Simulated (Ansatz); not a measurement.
Start from this file.

```
Si O
1.0
     5.18716    0.00000    0.00000
    -2.59358    4.49221    0.00000
     0.00000    0.00000    8.51459
Si O
4 8
Cartesian
  2.5936 1.4974 7.9883
  2.5936 1.4974 4.7836
  0.0000 2.9948 0.5263
  0.0000 2.9948 3.7310
  4.0275 2.0086 0.0000
  1.1596 2.0086 4.2573
  2.8679 0.0000 4.2573
  1.4339 2.4836 0.0000
  3.7532 2.4836 4.2573
  2.5936 1.4974 6.3859
  0.0000 2.9948 2.1286
  2.3193 0.0000 0.0000
```

Question: Say what kind of structure these coordinates give.

Answer: It has the composition SiO2. Space group P6_322 (No. 182), lattice primitive hexagonal. The cell has 12 atoms, namely 4 Si, 8 O. The Si atoms are each bonded to four O in a tetrahedral arrangement at 1.60 to 1.61 Å. The coordination shell of O holds two Si at 1.60 to 1.61 Å. The bonds build a three-dimensional framework.

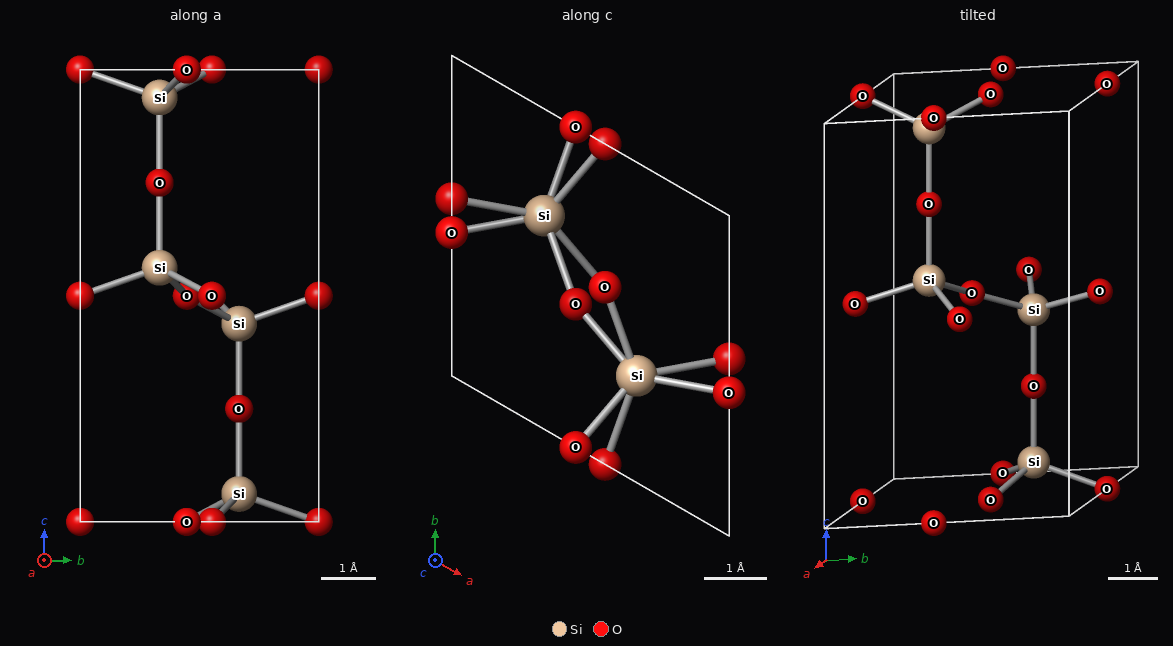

This ball-and-stick model is shown along the a axis, along the c axis and slightly off an axis. The parallelepiped is the conventional unit cell.

The cell started as a structure listed in the Materials Project. It was relaxed with Ansatz, DFT r2SCAN, scalar-relativistic, plane waves, PAW under a constraint or pressure on the cell, so some stress remains.
